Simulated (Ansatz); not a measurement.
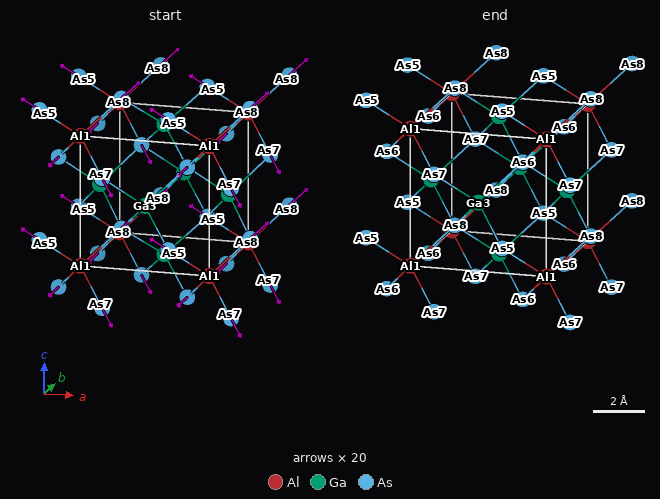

The structure of a crystal of AlGa$_{3}$As$_{4}$ (a generated structure, set up in P-43m) (coarse preliminary run) before (left) and after (right) a relaxation, at one scale. The purple arrows give the displacements (the part carried along by the change of the cell is left out), magnified 20 times.

The picture is a ball-and-stick view of the cell of the calculation, seen slightly off an axis.

Level of theory: DFT PBEsol, scalar-relativistic, plane waves, PAW in Ansatz.

The input:
```yaml
crystal:
  lattice:
    - [5.3625425212, 0.0, 0.0]
    - [0.0, 5.3625425212, 0.0]
    - [0.0, 0.0, 5.3625425212]
  atoms:
    - { symbol: Al, position: [0.0, 0.0, 0.0] }
    - { symbol: Ga, position: [0.5, 0.5, 0.0] }
    - { symbol: Ga, position: [0.5, 0.0, 0.5] }
    - { symbol: Ga, position: [0.0, 0.5, 0.5] }
    - { symbol: As, position: [0.75571442, 0.75571442, 0.24428558] }
    - { symbol: As, position: [0.75571442, 0.24428558, 0.75571442] }
    - { symbol: As, position: [0.24428558, 0.75571442, 0.75571442] }
    - { symbol: As, position: [0.24428558, 0.24428558, 0.24428558] }
basis:
  ecutwfc: 420
kpoints:
  mp_grid: { grid: [4, 4, 4] }
hamiltonian:
  xc: pbesol
scf:
  occupations: { method: gaussian, width: 0.1 }
output:
  forces: true
  stress: true
  eigenvalues: true
relax:
  adjacent_minimum: "off"
  f_tol: 0.05
  max_steps: 80
  cell: { stress_tol: 0.5 }
```

Run as
```bash
ansatz run input.yaml --threads 4 --pin off --max-ram 12288MiB --backend cpu --events-out ev --progress --plain --runs-dir out
```

What changed between the two?

Answer. The largest moves relative to the cell, 0.056 Å, are those of As5, As6, As7 and As8. As5 goes along [−1 −1 1]. Ga and Al stay in place. Cell: a = b = c 5.363 → 5.663 Å (+5.6 %). Volume +17.8 %. Some distances before and after: Al1–As5 2.269 → 2.452 Å, Ga2–As5 2.340 → 2.452 Å. Bond angles that change, for instance: As5–Ga2–As8 111.9° → 109.5°. The space group stays P-43m (No. 215). The energy falls by 167 meV per atom in 3 accepted moves (4 points after the start). Largest force component: 0.61 eV/Å at the start, 0.0027 eV/Å at the end. Pressure: 16.71 GPa at the start and 0.01 GPa at the end. At 1 point the geometry stayed and the basis and grid were re-selected for the new cell (energy shift of 1.4 meV per atom at most each time).
